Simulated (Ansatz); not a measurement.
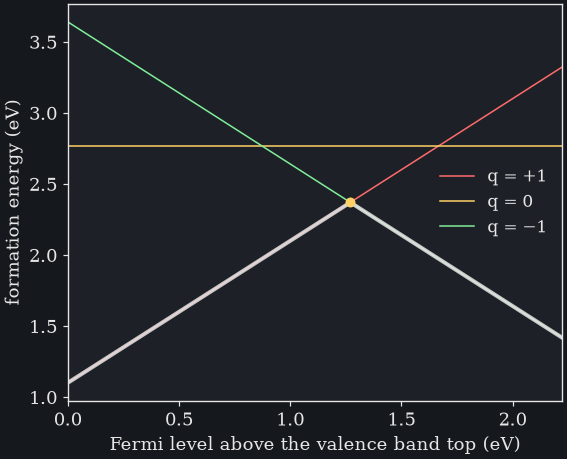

Plotted: formation energy of each charge state against the Fermi level for interstitial (added H) in SiC. The thick line follows the lowest charge state; the axis spans the host's computed gap.

The given structure:
```
CELL_PARAMETERS angstrom
3.09410 0.00000 0.00000
-1.54710 2.67960 0.00000
0.00000 0.00000 10.12930
ATOMIC_POSITIONS crystal
Si 0.66667 0.33333 0.93780
Si 0.33333 0.66667 0.43780
Si 0.00000 0.00000 0.68790
Si 0.00000 0.00000 0.18790
C 0.66667 0.33333 0.74980
C 0.33333 0.66667 0.24980
C 0.00000 0.00000 0.50040
C 0.00000 0.00000 0.00040
```

Computed with Ansatz 0.2.0: charge states of a point defect in a periodic supercell, each relaxed, energies over the elements' standard states with the Fermi level at the host's valence band top, point-charge and potential alignment terms added, no band filling term, levels over that top; plane waves with PAW datasets; energies extrapolated to zero smearing. Level: PBE, allowed.

| setting | value |
| --- | --- |
| host atoms in supercell | 32 |
| wave cutoff | 420 eV |
| k mesh | 2×2×2 |
| occupations | Gaussian |
| smearing width | 0.01 eV |
| k shift | (0, 0, 0) (mesh steps) |
| start displacement | 0.06 Å |
| defect kind | interstitial |
| added element | H |
| defect place | (0.3125, 0.625, 0.8409) (fraction of the host cell vector) |
| host gap | 2.224 eV |
| static dielectric xx yy zz | (10.34, 10.34, 11.03) |

Question: Where do the charge transition levels lie?

Answer: The stable charge changes at 1.27 eV (+1/−1) above the valence band top.

Question: Which charge is stable in p-type, intrinsic and n-type conditions?

Answer: The lowest state is +1 at the valence band top, +1 at mid-gap and −1 at the conduction band bottom, 2.22 eV higher.

Question: Is any charge state skipped?

Answer: Charge 0 is never the lowest although its neighbours on both sides are, a negative-U behaviour.

Question: What is the formation energy at mid-gap?

Answer: With the Fermi level at mid-gap the formation energy is 2.2 eV against the elements' standard states.

Caveats: charged cell in a neutralising background; coarse k mesh; fractional moment from partly filled bands; narrow smearing for a metal; random start near the defect, other minima possible; small supercell.
